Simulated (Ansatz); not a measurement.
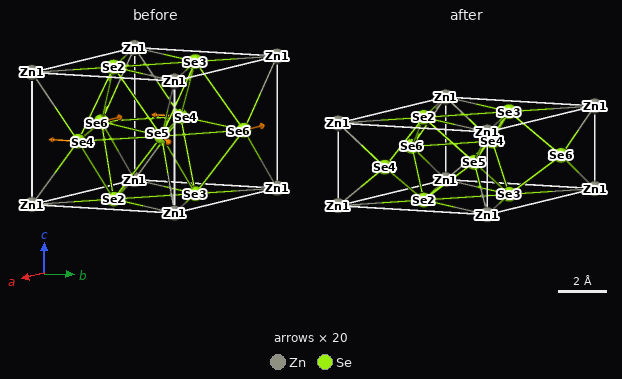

The structure of solid ZnSe5 (a generated structure, set up in P-62m) (coarse preliminary run) before (left) and after (right) a relaxation, at one scale. The orange arrows give the displacements (the part carried along by the change of the cell is left out), magnified 20 times.

A ball-and-stick model of the cell of the calculation, seen from a free direction.

Computed with DFT PBE, scalar-relativistic, plane waves, PAW (Ansatz). Settings: plane-wave cutoff 420 eV; k-point mesh 3 × 3 × 4; occupations gaussian; smearing width 0.1 eV; no spin polarisation; cell and atoms relaxed; force threshold 0.04 eV/Å; at most 70 steps.

Q: What changed between the two?

A: Over 12 accepted moves (14 points after the start) the energy falls by 874 meV per atom. Largest force component: 0.3 eV/Å at the start, 0.037 eV/Å at the end. Pressure: −10.01 GPa at the start and −0.03 GPa at the end. The line search rejected the trial step at point 12 of the run. The SCF was repeated once at an unchanged geometry on a basis and grid sized afresh for the cell, which shifted the energy by 0.4 meV per atom at most. The largest moves relative to the cell, 0.068 Å, are those of Se4, Se5 and Se6. Se6 goes along −a. Zn stays in place. Cell: a = b 6.204 → 6.495 Å (+4.7 %), c 5.736 → 3.589 Å (−37.4 %). Volume −31.4 %. Near-neighbour distances that change, for instance: Zn1–Se4 3.499 → 2.710 Å, Se2–Se4 3.555 → 2.866 Å, Se4–Se5 3.638 → 3.871 Å, Se2–Se3 3.582 → 3.750 Å. The space group stays P-62m (No. 189).
